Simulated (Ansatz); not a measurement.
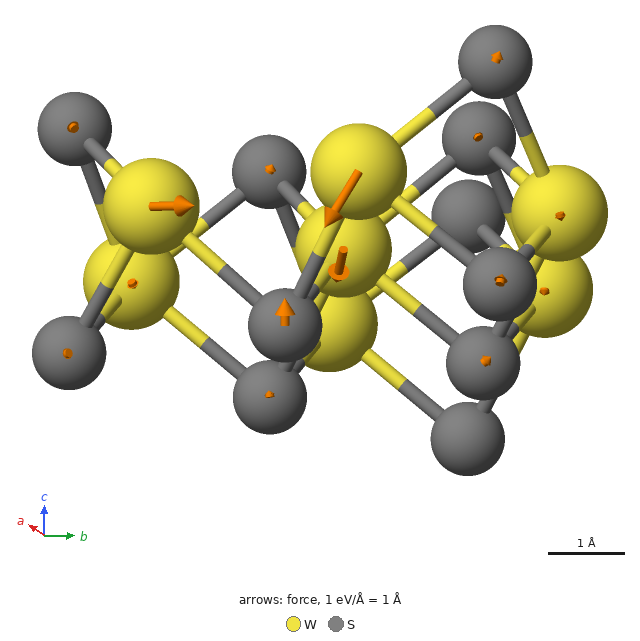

Starting geometry of a defect cell of composition W$_{24}$S$_{47}$ (cell charge −1) with the computed forces as orange arrows. Style: ball-and-stick. Shown: the atoms within 4.2 Å of the atom that moves most (axes of the cell of the calculation), from a free direction.

Case: S vacancy (site f), charge -1, atoms relaxed at the host's cell.

Theory: DFT PBE, scalar-relativistic, plane waves, PAW (Ansatz). (plane-wave cutoff 420 eV; k-point mesh 2 × 2 × 2; occupations gaussian; smearing width 0.01 eV; collinear spin; atoms relaxed in a fixed cell; force threshold 0.025 eV/Å; at most 45 steps)

**What follows when this structure is relaxed?**

It isn't relaxed: the largest force vector, on a W atom, is 0.89 eV/Å. The final displacements have little in common with the starting forces (cosine between the two patterns 0.26). After 6 accepted moves (7 points after the start) the energy has fallen by 65.4 meV per cell of the calculation. Largest force component: 0.76 eV/Å at the start, 0.0095 eV/Å at the end. The line search rejected the trial step at point 1 of the run. The atom that moves furthest is a W atom (0.090 Å roughly along [−1 0 −1]). By element the largest moves are W 0.090 Å, S 0.064 Å. The cell stays as it was. Some distances before and after: W–W 3.073 → 2.988 Å, W–W 3.082 → 3.133 Å, W–W 3.162 → 3.211 Å, W–W 3.247 → 3.200 Å. Among the angles between lasting bonds that change: S–W–S 81.6° → 83.7°, W–S–W 79.6° → 81.7°.

Limits of the set-up: the cell is charged, on a uniform background, and energies carry no finite-size correction.
